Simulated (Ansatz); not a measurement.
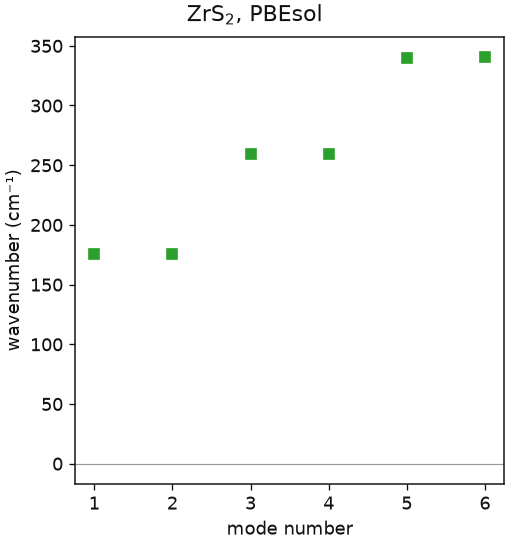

The picture above shows the zone-centre optical phonon frequencies (the three acoustic modes are left out) for ZrS₂, space group P-3m1 (No. 164).

The given structure:
```yaml
crystal:
  lattice:
    - [3.54667, 0.00000, 0.00000]
    - [-1.77333, 3.07151, 0.00000]
    - [0.00000, 0.00000, 5.43968]
  atoms:
    - { symbol: Zr, position: [0.00000, 0.00000, 0.00000] }
    - { symbol: S, position: [0.33333, 0.66667, 0.27090] }
    - { symbol: S, position: [0.66667, 0.33333, 0.72910] }
```

Computed with Ansatz 0.2.0: harmonic phonon frequencies at the zone centre with atoms at rest in the given cell, without the long-range term of polar modes, the three translations left out, imaginary frequencies are negative; plane waves with PAW datasets, Γ-centred k mesh. Level: PBEsol, no spin polarisation.

wave cutoff 420 eV; k mesh 12×12×8; occupations Gaussian; smearing width 0.01 eV; pressure 5 GPa; phonon method linear response.

This calculation gives: highest mode 340.6 cm⁻¹ and lowest optical mode 175.4 cm⁻¹.

Now the cell is expanded by 10.9 % in volume, to 21.92 Å³/atom, with its shape relaxed. The second calculation uses k mesh 12×12×6, smearing width 0.0 eV and occupations fixed. How do these quantities change?

The highest mode falls from 340.6 to 324.4 cm⁻¹ (−4.8 %) and the lowest optical mode falls from 175.4 to 160.9 cm⁻¹ (−8.3 %). The shift of the highest mode amounts to a Grüneisen parameter of 0.47.

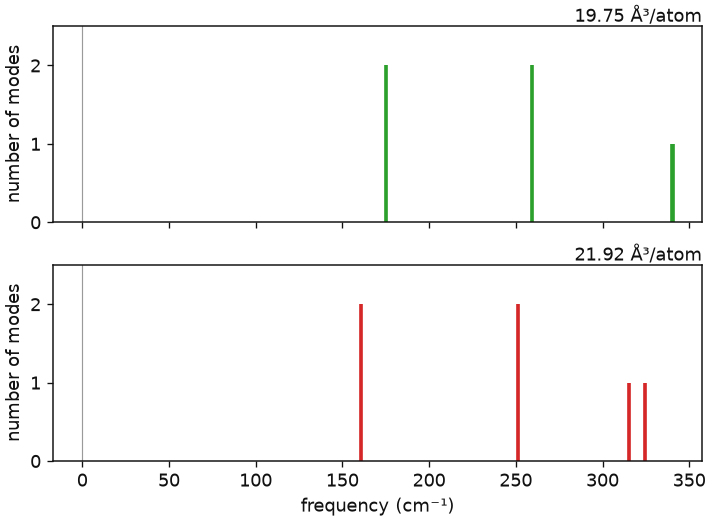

The two results together.

For 19.75 Å³/atom, limits of the calculation: a crossing between the sampled k points may be missed; gap may have closed between mesh points.

For 21.92 Å³/atom, limits of the calculation: a crossing between the sampled k points may be missed.
